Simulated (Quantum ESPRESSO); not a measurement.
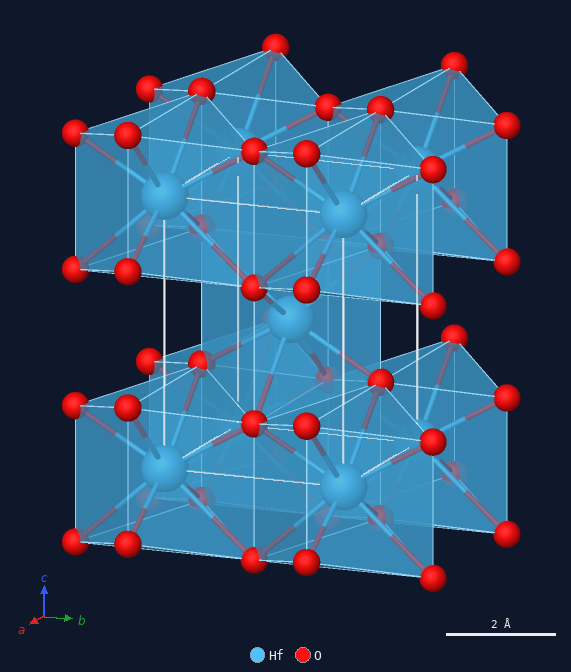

HfO₂, space group P4₂/nmc (No. 137), a = 3.558 Å, b = 3.558 Å, c = 5.172 Å, α = 90.00°, β = 90.00°, γ = 90.00°. Polyhedral model, viewed slightly off an axis. The lines enclose the conventional unit cell; boundary atoms appear with their images. Some neighbours outside the box are added. This one geometry was run with six functionals. The cell is a structure listed in the Materials Project. Other forms of this composition are known.

Alike in all runs: Quantum ESPRESSO 7.5; cutoff 612 eV; k mesh 6 × 6 × 4 on the run's cell of 6 atoms; occupations fermi-dirac, width 0.05 eV; no spin polarisation; no spin-orbit coupling. Potentials: GBRV 1.5 PBE for BLYP, WC, AM05 and PBE; GBRV 1.5 LDA for LDA; GBRV 1.5 PBEsol for PBEsol.

```tsv
level	pressure (GPa)	gap (eV)
BLYP	?	?
WC	1.2	5.02
AM05	0.9	5.05
PBE	8.2	5.14
LDA	-6.3	4.94
PBEsol	0.0	5.03
```

What does BLYP give?

Answer. Pressure 15.6 GPa; gap 5.16 eV. That is the highest pressure of all.

Order the levels by the equilibrium volume that these pressures point to, smallest first.

Answer. LDA (-6.3 GPa), PBEsol (0.0 GPa), AM05 (0.9 GPa), WC (1.2 GPa), PBE (8.2 GPa), BLYP (15.6 GPa). A higher pressure at one volume points to a larger equilibrium volume, as long as the bulk moduli are alike; rows a few tenths of a GPa apart can't be told apart.

Gaps are the least found on the k-mesh, which misses some points of high symmetry; where the band edges lie there, the true gap is smaller, at times by an eV.

Caveat: rows whose functional differs from that of their potentials carry a shift in pressure and volume, which can reorder them; spin-orbit coupling is left out, which shifts the gaps of compounds of heavy elements; semilocal functionals give gaps below the measured ones.
